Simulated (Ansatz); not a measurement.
# Calculations on TlBr

**1. Vibrations**

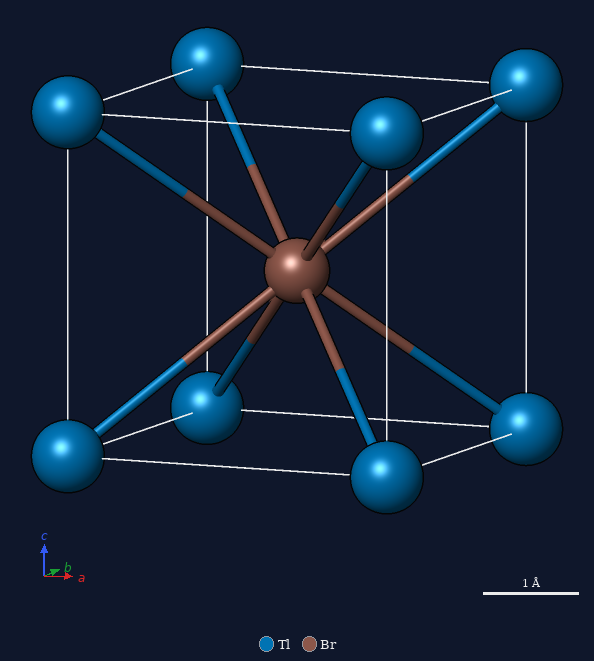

Normal modes of crystalline TlBr relaxed at 9 GPa, space group Pm-3m (No. 221), at the zone centre. The picture is a ball-and-stick view of the cell of the calculation, seen slightly off an axis.

All numbers below come from DFT PBEsol, scalar-relativistic, plane waves, PAW in Ansatz. (plane-wave cutoff 420 eV; k-point mesh 8 × 8 × 8; occupations fixed; target pressure 9 GPa; no spin polarisation)

Frequencies are those without the non-analytic (LO–TO) term.

Question: Give the spectrum at this point.

Answer: The calculation's cell holds 2 atoms, so there are 3 optical modes, in 1 level. The optical modes span T₁u. No level is unstable.

| level | symmetry | frequency (cm⁻¹) | activity |
| --- | --- | --- | --- |
| 1 | T₁u | 90 | infrared-active |

The modes drawn as arrows (one member of each degenerate set):

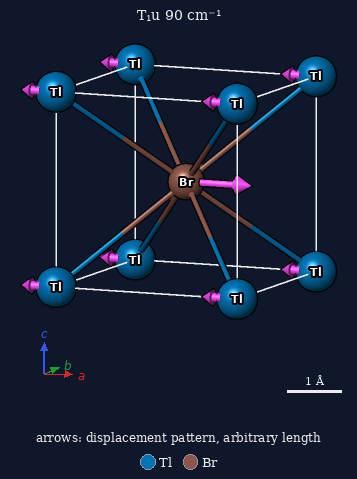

**2. Softest mode**

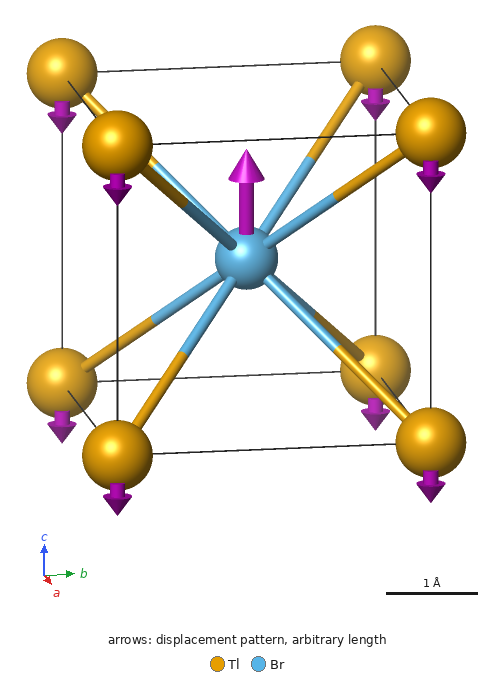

The lowest optical mode of crystalline TlBr relaxed at 16 GPa, space group Pm-3m (No. 221), at the zone centre. The purple arrows are the displacements of the atoms (eigenvector over the root of the mass), of arbitrary overall length and sign. Style: ball-and-stick. Shown: the cell of the calculation, slightly off an axis.

Theory: DFT LDA, scalar-relativistic, plane waves, PAW (Ansatz).

The input:
```yaml
crystal:
  lattice:
    - [3.5285819273, 0.0, 0.0]
    - [0.0, 3.5285819273, 0.0]
    - [0.0, 0.0, 3.5285819273]
  atoms:
    - { symbol: Tl, position: [0.0, 0.0, 0.0] }
    - { symbol: Br, position: [0.5, 0.5, 0.5] }
basis:
  ecutwfc: 420
kpoints:
  mp_grid: { grid: [12, 12, 12] }
hamiltonian:
  xc: lda
scf:
  occupations: { method: fermi_dirac, width: 0.15 }
output:
  eigenvalues: true
phonons:
  method: dfpt
  eigenvectors: true
```

Command:
```bash
ansatz run input.yaml --threads 1 --pin off --max-ram 1228MiB --backend cpu --events-out ev --progress --plain --runs-dir out
```

The frequencies depend somewhat on the k-mesh and the smearing.

Question: Is the structure stable against all modes at this point?

Answer: Yes: this softest mode has a real frequency, and so have all others here. That speaks for this wave vector alone: the rest of the zone wasn't checked in this run. This is the T₁u mode (triply degenerate; one member of the set is drawn) at 114 cm⁻¹, the only optical level, infrared-active by symmetry. The Br sublattice moves against the Tl sublattice, along c; the kinetic energy is shared as Br 72 %, Tl 28 %. The crystal is a metal, so free carriers screen the infrared response.

**3. Softest mode**

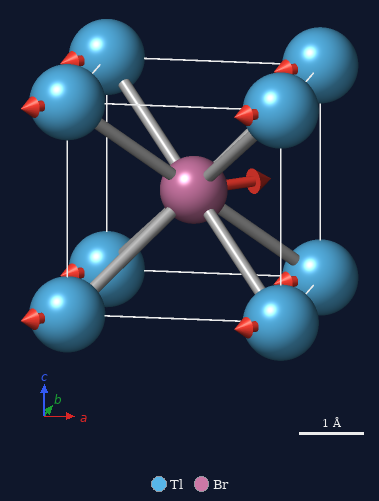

The lowest optical mode of crystalline TlBr relaxed at 30 GPa, space group Pm-3m (No. 221), at the zone centre. The red arrows give the relative displacements of the atoms. Style: ball-and-stick. Shown: the cell of the calculation, slightly off an axis.

Method: DFT LDA, scalar-relativistic, plane waves, PAW in Ansatz. Settings: plane-wave cutoff 420 eV; k-point mesh 12 × 12 × 12; occupations fermi dirac; smearing width 0.15 eV; target pressure 30 GPa; no spin polarisation.

The frequencies depend somewhat on the k-mesh and the smearing.

Is the structure stable against all modes at this point?

Yes: this softest mode has a real frequency, and so have all others here. That speaks for this wave vector alone: the rest of the zone wasn't checked in this run. This is the T₁u mode (triply degenerate; one member of the set is drawn) at 4.34 THz, the only optical level, infrared-active by symmetry. The Br sublattice moves against the Tl sublattice, along [1 1 0]; it stretches the shortest Br–Tl bonds (2.94 Å); the kinetic energy is shared as Br 72 %, Tl 28 %. The crystal is a metal, so free carriers screen the infrared response.
